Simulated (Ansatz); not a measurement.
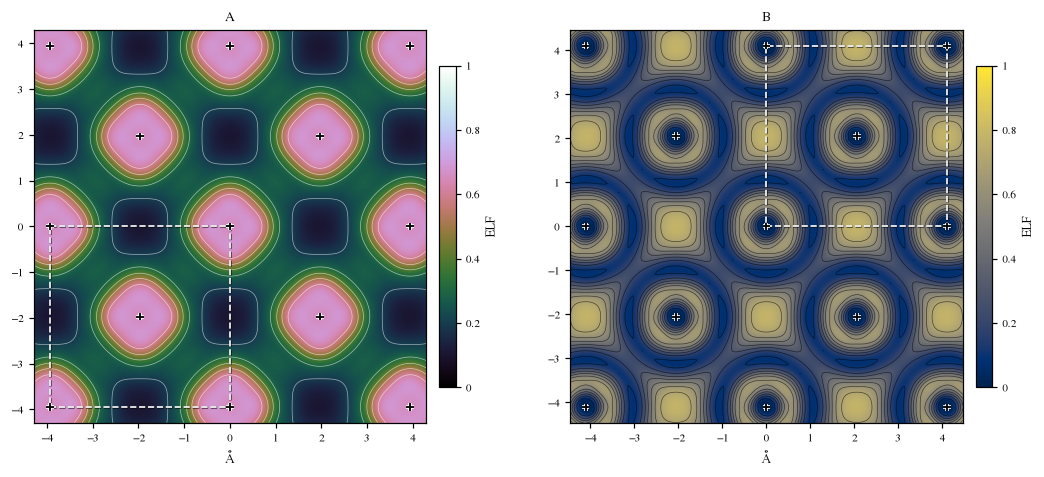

The electron localisation function of 2 systems, each on a plane through atoms (crosses mark nuclei in the plane).

Computed with DFT r2SCAN, scalar-relativistic, plane waves, PAW (Ansatz 0.2.0).

System 1: Pt, the (010) plane of the conventional cell. Space group Fm-3m.

```
Pt
1.0
     3.94022    0.00000    0.00000
     0.00000    3.94022    0.00000
     0.00000    0.00000    3.94022
Pt
4
Direct
  0.00000 0.00000 0.00000
  0.50000 0.50000 0.00000
  0.50000 0.00000 0.50000
  0.00000 0.50000 0.50000
```

System 2: Ti, the (100) plane of the conventional cell. Space group Fm-3m; computed without spin polarisation.

```
CELL_PARAMETERS angstrom
4.11030 0.00000 0.00000
0.00000 4.11030 0.00000
0.00000 0.00000 4.11030
ATOMIC_POSITIONS crystal
Ti 0.00000 0.50000 0.50000
Ti 0.50000 0.00000 0.50000
Ti 0.50000 0.50000 0.00000
Ti 0.00000 0.00000 0.00000
```

Match each panel to its system.

Panel A is system 1, Pt: the plane holds Pt. Pt–Pt (2.79 Å): the ELF is about 0.30 at the midpoint (no shared electron pair shows on this line). Panel B is system 2, Ti: the plane holds Ti. Ti–Ti (2.91 Å): the ELF is about 0.25 at the midpoint (no shared electron pair shows on this line).
